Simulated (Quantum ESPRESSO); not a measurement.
# MgO (Periclase): from strain to phonon shift

Aim: the phonon deformation potentials p and q of MgO (Periclase), tested on a biaxially strained cell.

Program: Quantum ESPRESSO 7.5. Level of theory: DFT PBE, scalar-relativistic, plane waves, GBRV ultrasoft pseudopotentials. Results are calculated unless marked as measured.

The database entry behind the starting cell differs from later determinations by our own check (about 0.1 % long), so it need not match the best structure at ambient conditions.

### 1. Set-up

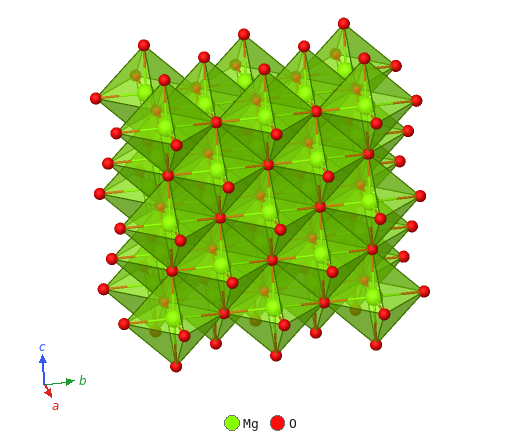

The cell as given, slightly off an axis (magnesium green, oxygen red). 1×2×2 cells are drawn. This picture shows the conventional cell, with its axes. Some periodic images of atoms are drawn too.

As a file:

```
Mg O
1.0
    -2.12754    0.00000    2.12754
     0.00000    2.12754    2.12754
    -2.12754    2.12754    0.00000
Mg O
1 1
Direct
  0.00000 0.00000 0.00000
  0.50000 0.50000 0.50000
```

This is the cell after its relaxation at this level of theory, not the database cell from which that began.

### 2. Uniaxial strain

The relaxed cell is stretched along z alone. This keeps all atoms on sites fixed by symmetry and splits the threefold mode into a singlet, polarised along z, and a doublet. The macroscopic field is left out, so these are transverse modes. Cutoff 55 Ry, k mesh 12×12×12.

From the response at ε_zz = 0.01:

Log:

```text
[banners, grids, parts of the stress and lines that vanish by symmetry left out]
Program PHONON v.7.5
     Reading xml data from directory:

[...]
Exchange-correlation= PBE
                           (   1   4   3   4   0   0   0)
[...]
kinetic-energy cut-off    =      55.0000  Ry
     charge density cut-off    =     440.0000  Ry
     convergence threshold     =      1.0E-18
[...]
Exchange-correlation= PBE
                           (   1   4   3   4   0   0   0)
[...]
q = (   0.0000000   0.0000000   0.0000000 )
     17 Sym.Ops. (with q -> -q+G )
     G cutoff =  363.9312  (  20387 G-vectors)     FFT grid: ( 40, 40, 40)
     G cutoff =  181.9656  (   7295 G-vectors)  smooth grid: ( 27, 27, 27)
     number of k points=   163
[...]
Mode symmetry, D_4h(4/mmm) point group:
[...]
Representation #   1 mode #   1
[...]
End of self-consistent calculation
     Convergence has been achieved
     Representation #   2 mode #   2
[...]
End of self-consistent calculation
     Convergence has been achieved
     Representation #   3 modes #   3   4
[...]
End of self-consistent calculation
     Convergence has been achieved
     Representation #   4 modes #   5   6
[...]
End of self-consistent calculation
     Convergence has been achieved
[...]
q = (    0.000000000   0.000000000   0.000000000 )
[...]
freq (    1) =      -0.231528 [THz] =      -7.722929 [cm-1]
     freq (    2) =      -0.231528 [THz] =      -7.722929 [cm-1]
     freq (    3) =      -0.227078 [THz] =      -7.574490 [cm-1]
     freq (    4) =      10.043944 [THz] =     335.029899 [cm-1]
     freq (    5) =      11.016694 [THz] =     367.477344 [cm-1]
     freq (    6) =      11.016694 [THz] =     367.477344 [cm-1]
[...]
Mode symmetry, D_4h(4/mmm) point group:
     freq (   1-   2) =         -7.7  [cm-1]   --> E_u  X_5' M_5'  I
     freq (   3-   3) =         -7.6  [cm-1]   --> A_2u X_4' M_4'  I
     freq (   4-   4) =        335.0  [cm-1]   --> A_2u X_4' M_4'  I
     freq (   5-   6) =        367.5  [cm-1]   --> E_u  X_5' M_5'  I

   JOB DONE.
```

```
  ε_zz  singlet (cm⁻¹)  doublet (cm⁻¹)  σ_zz (GPa)  σ_xx (GPa)
 -0.01          397.43          363.77      -2.755      -0.817
-0.005          381.52          364.85      -1.283      -0.354
     0          365.83          365.83       0.100       0.100
 0.005          350.33          366.70       1.400       0.545
  0.01          335.03          367.48       2.620       0.981
```

Stress is counted positive in tension.

### 3. The fit

To first order ω² − ω₀² = p ε_zz + q (ε_xx + ε_yy) for the mode along z, and likewise for x and y. With ε_zz alone the singlet gives p and the doublet q.

The linear terms of parabolas through ω² are p = -17.07 ω₀² and q = 1.01 ω₀², with ω₀ = 365.8 cm⁻¹. Those of the stresses are C11 = 269 GPa and C12 = 90 GPa. Under hydrostatic strain p and q imply γ = −(p + 2q)/(6 ω₀²) = 2.51.

A layer held to an in-plane strain ε and free along z takes ε_zz = −2 (C12/C11) ε = -0.669 ε. To first order the singlet then shifts by (q − p C12/C11) ε / ω₀ = 2460 ε cm⁻¹. For ε = 0.006, ε_zz = -0.00402, the formulas for ω² predict 380.32 cm⁻¹ for the singlet and 346.97 cm⁻¹ for the doublet.

### 4. A biaxially strained cell

This run was no part of the fit.

Log:

```text
[banners, grids, parts of the stress and lines that vanish by symmetry left out]
[banner, memory and clock lines left out]
Program PHONON v.7.5

[...]
Exchange-correlation= PBE
                           (   1   4   3   4   0   0   0)
[...]
kinetic-energy cut-off    =      55.0000  Ry
     charge density cut-off    =     440.0000  Ry
     convergence threshold     =      1.0E-18
[...]
Exchange-correlation= PBE
                           (   1   4   3   4   0   0   0)
[...]
q = (   0.0000000   0.0000000   0.0000000 )
     17 Sym.Ops. (with q -> -q+G )
     G cutoff =  361.0329  (  20331 G-vectors)     FFT grid: ( 40, 40, 40)
     G cutoff =  180.5165  (   7287 G-vectors)  smooth grid: ( 27, 27, 27)
     number of k points=   163
[...]
Mode symmetry, D_4h(4/mmm) point group:
[...]
Representation #   1 mode #   1
[...]
End of self-consistent calculation
     Convergence has been achieved
     Representation #   2 mode #   2
[...]
End of self-consistent calculation
     Convergence has been achieved
     Representation #   3 modes #   3   4
[...]
End of self-consistent calculation
     Convergence has been achieved
     Representation #   4 modes #   5   6
[...]
End of self-consistent calculation
     Convergence has been achieved
[...]
q = (    0.000000000   0.000000000   0.000000000 )
[...]
freq (    1) =      -0.238479 [THz] =      -7.954788 [cm-1]
     freq (    2) =      -0.238479 [THz] =      -7.954788 [cm-1]
     freq (    3) =      -0.226663 [THz] =      -7.560675 [cm-1]
     freq (    4) =      10.418512 [THz] =     347.524160 [cm-1]
     freq (    5) =      10.418512 [THz] =     347.524160 [cm-1]
     freq (    6) =      11.406887 [THz] =     380.492792 [cm-1]
[...]
Mode symmetry, D_4h(4/mmm) point group:
     freq (   1-   2) =         -8.0  [cm-1]   --> E_u  X_5' M_5'  I
     freq (   3-   3) =         -7.6  [cm-1]   --> A_2u X_4' M_4'  I
     freq (   4-   5) =        347.5  [cm-1]   --> E_u  X_5' M_5'  I
     freq (   6-   6) =        380.5  [cm-1]   --> A_2u X_4' M_4'  I
```

```
   mode  predicted (cm⁻¹)  run (cm⁻¹)
singlet            380.32      380.49
doublet            346.97      347.52
```

The stress along z is 0.081 GPa and that in the plane 1.815 GPa; the unstrained cell carries 0.100 GPa.

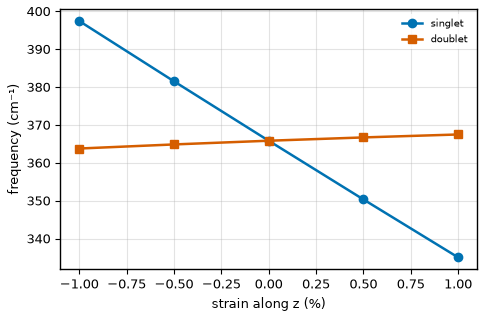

The two components under uniaxial strain.

### 5. Outcome

| Property | Result |
| --- | --- |
| p (in units of the squared frequency) | -17.07 |
| q (same units) | 1.013 |
| shift of the singlet per unit of biaxial strain | 2460 cm⁻¹ |
| C11 and C12 | 269 and 90 GPa |

What this shows: To first order, one per cent of tensile biaxial strain moves the singlet of MgO (Periclase) by 24.6 cm⁻¹ and the doublet by -30.6 cm⁻¹; the formulas miss the test run by up to 0.55 cm⁻¹. In the rock-salt structure this mode is infrared active and has no first-order Raman line. The third potential, r, needs shear strain, which was not run. These are harmonic values at zero temperature.

[Host names and launcher messages were left out of these logs when they were recorded.]

[Logs are printed without paths, hosts, clocks, repeated set-up lines and the standing remarks that a program may print on its own settings, such as how far it seeks lower states.]

[Hosts, paths, dates, database ids (printed as entryN), source tags and the programs' standing remarks are cut or masked in the printed files.]
